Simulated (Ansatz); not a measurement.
Given this structure:

```cif
data_structure
_symmetry_space_group_name_H-M 'P 1'
_symmetry_Int_Tables_number 1
_cell_length_a 4.3358
_cell_length_b 4.3358
_cell_length_c 8.4939
_cell_angle_alpha 90.000
_cell_angle_beta 90.000
_cell_angle_gamma 90.000
_cell_volume 159.67
loop_
_atom_site_label
_atom_site_type_symbol
_atom_site_fract_x
_atom_site_fract_y
_atom_site_fract_z
_atom_site_occupancy
Ta1 Ta 0.50000 0.00000 0.00000 1
Ta2 Ta 0.00000 0.00000 0.26777 1
Ta3 Ta 0.00000 0.50000 0.00000 1
Ta4 Ta 0.50000 0.50000 0.23223 1
N1 N 0.00000 0.50000 0.25000 1
N2 N 0.00000 0.00000 0.00000 1
N3 N 0.50000 0.00000 0.25000 1
Ta5 Ta 0.00000 0.50000 0.50000 1
Ta6 Ta 0.50000 0.50000 0.76777 1
Ta7 Ta 0.50000 0.00000 0.50000 1
Ta8 Ta 0.00000 0.00000 0.73223 1
N4 N 0.50000 0.00000 0.75000 1
N5 N 0.50000 0.50000 0.50000 1
N6 N 0.00000 0.50000 0.75000 1
```

**What crystal do these data define?**

The material is Ta4N3. The structure has I4/mmm (No. 139) symmetry and a body-centred tetragonal lattice. Cell content 8 Ta, 6 N; Z = 2. Numbers of contacts at bonding distance: Ta 16 to 17 (mean 16.5) and N 6.

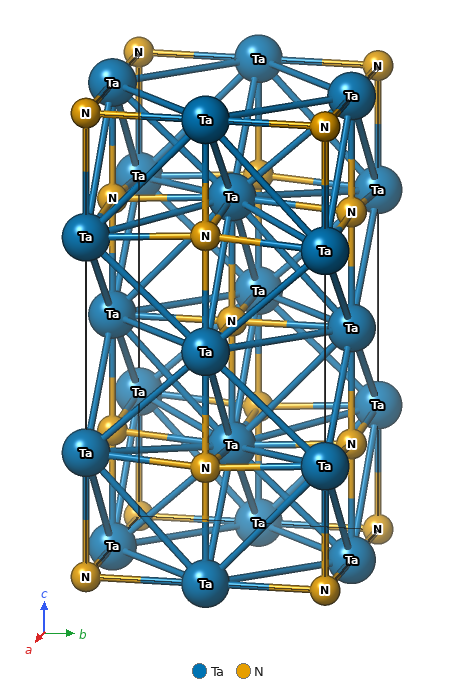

Crystal structure, ball-and-stick style, seen slightly off an axis. The edges of the conventional unit cell are marked. Colours: tantalum blue, nitrogen orange.

Starting structure: a structure listed in the Materials Project. It was relaxed at fixed volume with Ansatz, DFT r2SCAN, scalar-relativistic, plane waves, PAW.

At this level of theory the run's own cell isn't at rest (compressed, at 11 GPa), so its distances can differ from those at equilibrium, the more so the softer the solid.
